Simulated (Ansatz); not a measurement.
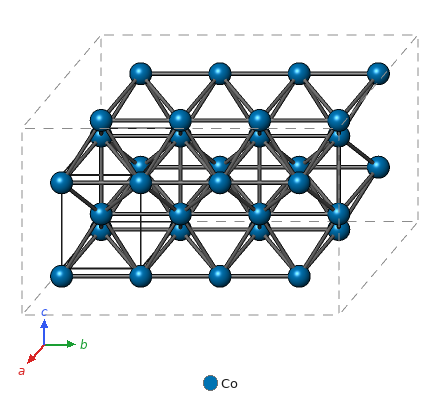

The structure, seen along [211]; the drawing may span several cells.

Structure (in its standard cell), the input geometry of an electronic-structure calculation (not necessarily at equilibrium):

```
CELL_PARAMETERS angstrom
2.49763 0.00000 0.00000
-1.24881 2.16301 0.00000
0.00000 0.00000 4.02884
ATOMIC_POSITIONS crystal
Co 0.33333 0.66667 0.75000
Co 0.66667 0.33333 0.25000
```

Predict the [211] zone-axis pattern (200 kV, kinematic, B = 0.5 Å²).

Answer. The spots form a centred rectangular net with both shortest vectors at d = 1.91 Å, 80.5° apart. They are 0 1 -1 and -1 1 1. The pattern has symmetry 2mm. A glide plane extinguishes reflections such as 1 1 -3, 2 -1 -3; reflections such as 3 -3 -3 are allowed by the space group but vanish because the atoms sit on special positions.

Strongest reflections with d > 0.80 Å, one of each family (|F|² from tabulated Gaussian fits of the electron scattering factors, times a small damping for the curvature of the Ewald sphere):

| hkl | d (Å) | I (strongest = 100) |
| --- | --- | --- |
| 1 -1 -1 | 1.906 | 100 |
| 1 -2 0 | 1.249 | 52 |
| 1 0 -2 | 1.474 | 19 |
| 2 -3 -1 | 0.801 | 10 |
| 2 -2 -2 | 0.953 | 6 |

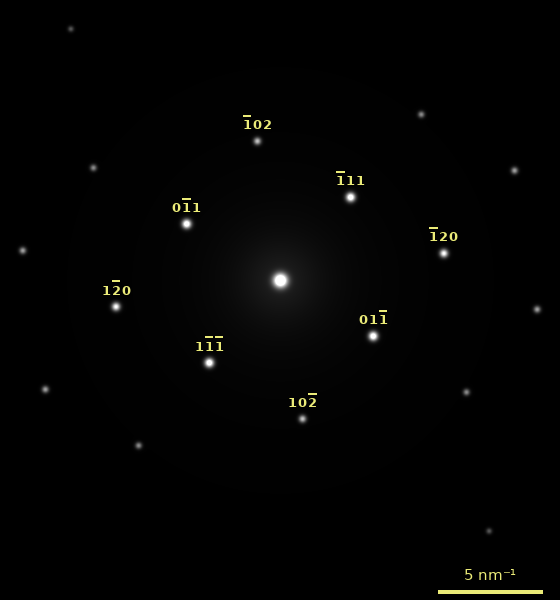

Calculated pattern, seen from the source side with [211] pointing towards the source.
